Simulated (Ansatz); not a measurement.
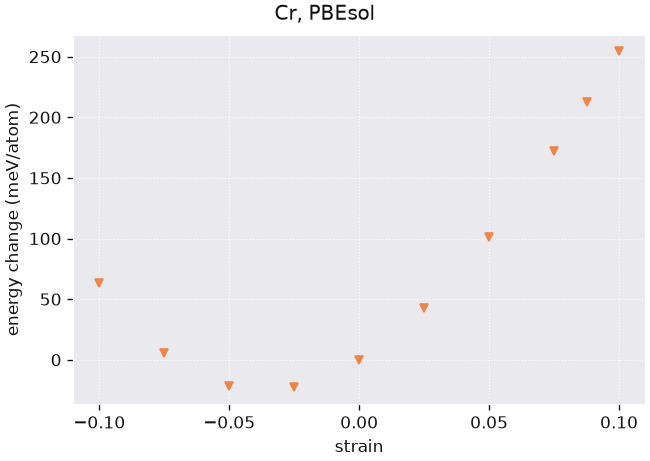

Plotted: energy change against strain for Cr, space group Im-3m (No. 229).

Starting cell:
```yaml
crystal:
  lattice:
    - [-1.44195, 1.44195, 1.44195]
    - [1.44195, -1.44195, 1.44195]
    - [1.44195, 1.44195, -1.44195]
  atoms:
    - { symbol: Cr, position: [0.00000, 0.00000, 0.00000] }
```

Computed with Ansatz 0.2.0: homogeneous strain of a crystal along one Voigt pattern with engineering shear, fractional coordinates fixed, by plane-wave density functional theory with PAW datasets, free energies less that of the undisturbed cell, pressure positive in compression; scalar-relativistic. Level: PBEsol, no spin polarisation.

```json
{"setting": "wave cutoff", "value": "420 eV"}
{"setting": "k mesh", "value": "24×24×24"}
{"setting": "occupations", "value": "Gaussian"}
{"setting": "smearing width", "value": "0.15 eV"}
{"setting": "k shift", "value": "(0, 0, 0) (mesh steps)"}
{"setting": "start", "value": "as given"}
{"setting": "strain pattern", "value": "(1, 0, 0, 0, 0, 0) (xx yy zz yz xz xy with engineering shear)"}
```

From this curve and the settings, what does the calculation give for the tensile stress summed over the strain pattern and pressure at the same points?

The tensile stress summed over the strain pattern rises from −39.4 GPa at strain −0.1000 to 46.0 GPa at 0.1000, and changes sign near −0.036. The pressure falls from 11.8 GPa at strain −0.1000 to −32.0 GPa at 0.1000, and changes sign near −0.067.

| strain | tensile stress summed over the strain pattern (GPa) | pressure (GPa) |
| --- | --- | --- |
| −0.1000 | −39.4 | 11.8 |
| −0.0750 | −22.6 | 2.5 |
| −0.0500 | −7.3 | −5.4 |
| −0.0250 | 6.2 | −12.1 |
| 0.0000 | 17.7 | −17.7 |
| 0.0250 | 27.3 | −22.3 |
| 0.0500 | 35.1 | −26.2 |
| 0.0750 | 41.2 | −29.4 |
| 0.0875 | 43.8 | −30.8 |
| 0.1000 | 46.0 | −32.0 |

Limits of the calculation: no spin polarisation, a magnetic state may lie lower; reference crystal is not relaxed.
